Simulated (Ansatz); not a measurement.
Te2Mo

Input file:

```
crystal:
  lattice:
    - [3.5182, 0.0, 0.0]
    - [-1.7591, 3.0468505756, 0.0]
    - [0.0, 0.0, 13.9736]
  atoms:
    - { symbol: Te, position: [0.333333333333, 0.666666666667, 0.621] }
    - { symbol: Te, position: [0.666666666667, 0.333333333333, 0.121] }
    - { symbol: Te, position: [0.333333333333, 0.666666666667, 0.879] }
    - { symbol: Te, position: [0.666666666667, 0.333333333333, 0.379] }
    - { symbol: Mo, position: [0.333333333333, 0.666666666667, 0.25] }
    - { symbol: Mo, position: [0.666666666667, 0.333333333333, 0.75] }
kpoints:
  mp_grid: { grid: [8, 8, 2] }
scf:
  occupations: { method: fermi_dirac, width: 0.05 }
hamiltonian:
  xc: pbesol
  pseudopotentials: { kind: paw }
relax:
  f_tol: 0.002
  max_steps: 80
  cell: {}
output:
  forces: true
  stress: true
  write_density: true
  write_potential: true
  elf: true
  volumetric_format: npy
```

Command:

```sh
ansatz run input.yaml --threads 2 --pin off --max-ram 6144MiB --backend cpu --events-out ev --progress --plain --runs-dir out
```

Below, planes, directions and counts refer to the conventional cell (a = 3.49 Å, b = 3.49 Å, c = 14.01 Å, α = 90.00°, β = 90.00°, γ = 120.00°).

The fields are those of the relaxed geometry.

Space group P6₃/mmc; computed without spin polarisation.

Level of theory: Ansatz, DFT, PBEsol, PAW with Ansatz's default frozen-core files, scalar-relativistic; relaxation of cell and atoms.

In a PAW calculation such maps are meaningful between the atoms, not at the nuclei.

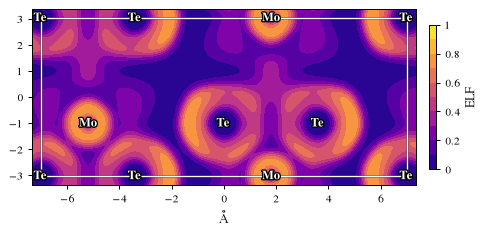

Figure 1. ELF on the (110) plane of the conventional cell.

Question: What does the map show?

Answer: Atoms in the plane: Te and Mo. Te–Mo (2.71 Å): the ELF is about 0.55 at the midpoint. The features right at Mo lie inside the PAW spheres, where the map follows smoothed inner orbitals and isn't to be read closely.

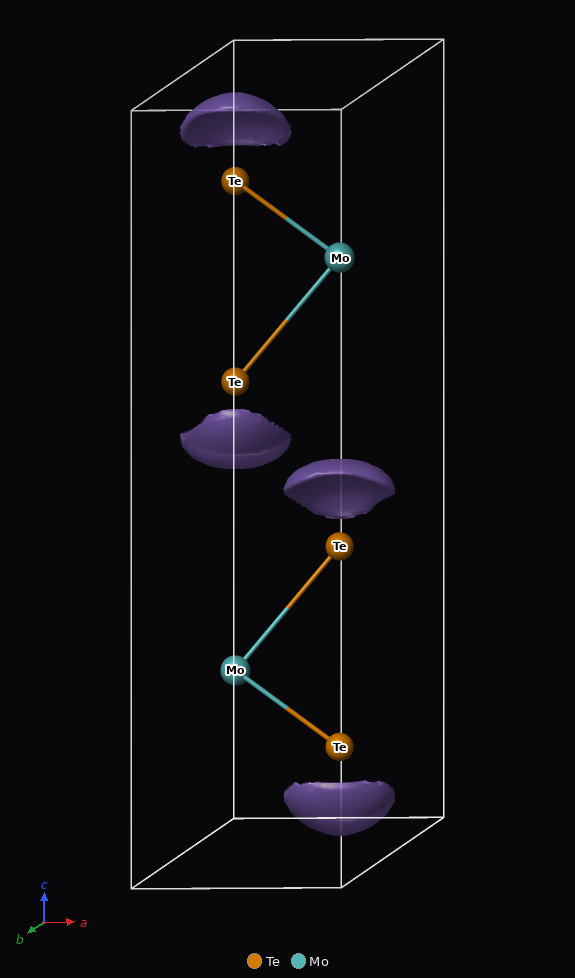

Figure 2. Isosurface of the electron localisation function at 0.7 (purple), seen at an oblique angle. Core shells and regions of very low density are left out. Sticks mark near contacts.

Question: What do the ELF domains correspond to?

Answer: The surface consists of four lobes on Te, pointing away from the bonds (lone pairs), counted in one cell of 6 atoms. Regions shared between cells count once.
